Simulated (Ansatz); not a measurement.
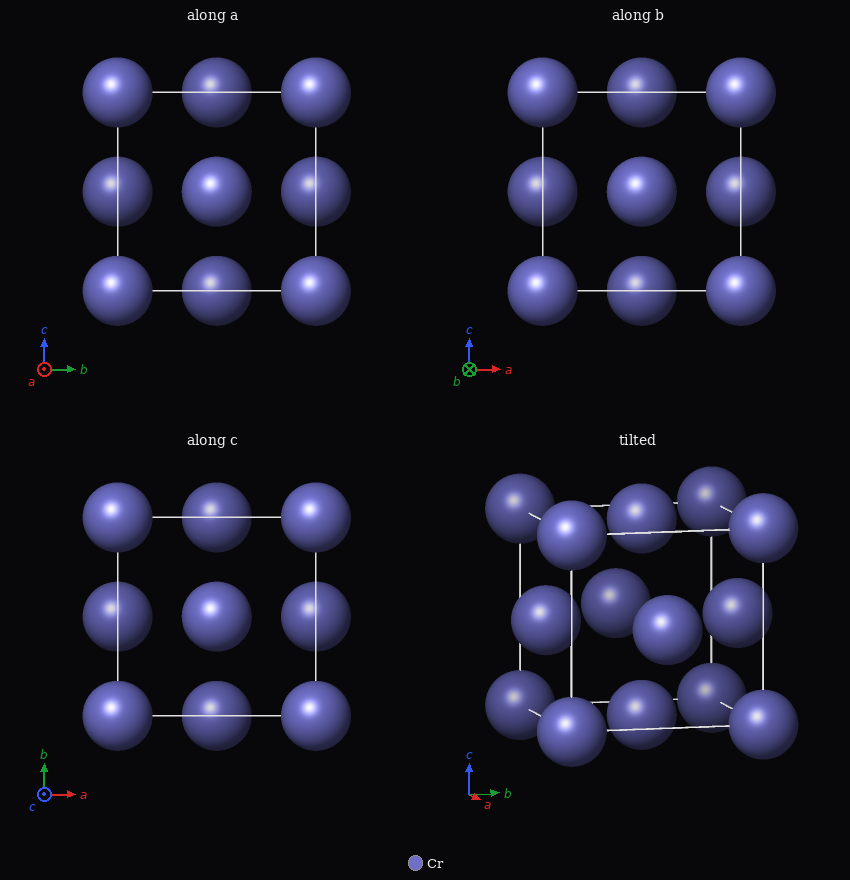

This spheres-only model is shown along the a axis, along the b axis, along the c axis and slightly off an axis. The outline marks the conventional unit cell.

Lattice parameters: a = 3.692 Å, b = 3.692 Å, c = 3.692 Å, α = 90.00°, β = 90.00°, γ = 90.00°.

### Set out the cell and atoms as a table of Wyckoff sites.

Space group Fm-3m (No. 225).
| atom | site | x | y | z |
| --- | --- | --- | --- | --- |
| Cr | 4a | 0.0000 | 0.0000 | 0.0000 |

The cell started as a structure type filled with this element by a generator (whether the element takes this form wasn't checked). Earlier steps of the study may have refined or changed the cell and positions. It went into a calculation with Ansatz.

At this level of theory the cell isn't at rest (stretched, at -17 GPa), so its distances can differ from those at equilibrium, the more so the softer the solid.
